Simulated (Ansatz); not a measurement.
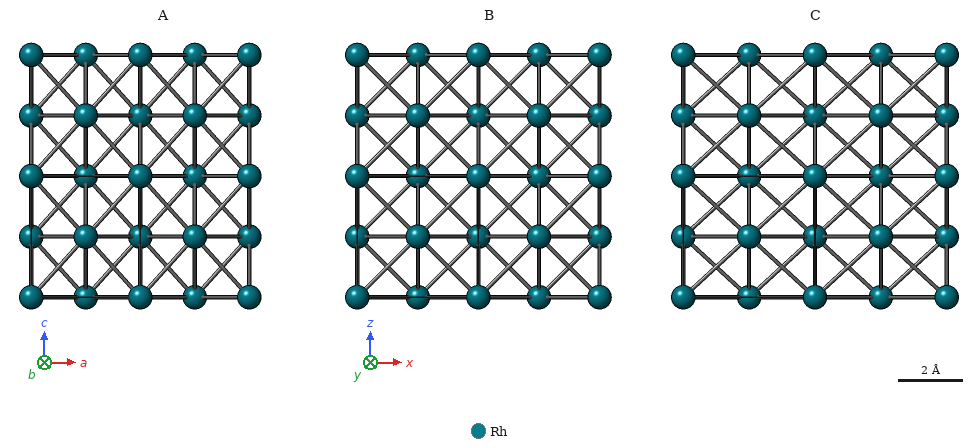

A crystal of Rh (Fm-3m): the cell is strained along x alone, with the atoms kept at their fractional coordinates. x, y and z are the Cartesian axes of the input. The picture is a ball-and-stick view of the conventional cell (4 times the calculation's cell), repeated 2 × 2 × 2 with one cell outlined, seen along the b axis. Lengths and directions refer to the drawn axes.

Method: DFT PBE, scalar-relativistic, plane waves, PAW (Ansatz). Set-up: plane-wave cutoff 420 eV; k-point mesh 26 × 26 × 26; occupations gaussian; smearing width 0.15 eV; no spin polarisation. Energies (free energies at the smearing named) are counted from the relaxed crystal.

Question: Rank the frames from lowest to highest energy.

Answer: Lowest first: B (the strain 0.00, 0.0 meV/atom), C (the strain 0.0875, 112.5 meV/atom), A (the strain −0.10, 222.8 meV/atom). Over the whole scan: of the computed points the lowest is at the strain 0.00, 0.0 meV/atom. The distortion takes the space group from Fm-3m to I4/mmm. At the strain −0.10 the cell of the drawing goes a 3.830 → 3.447 Å.
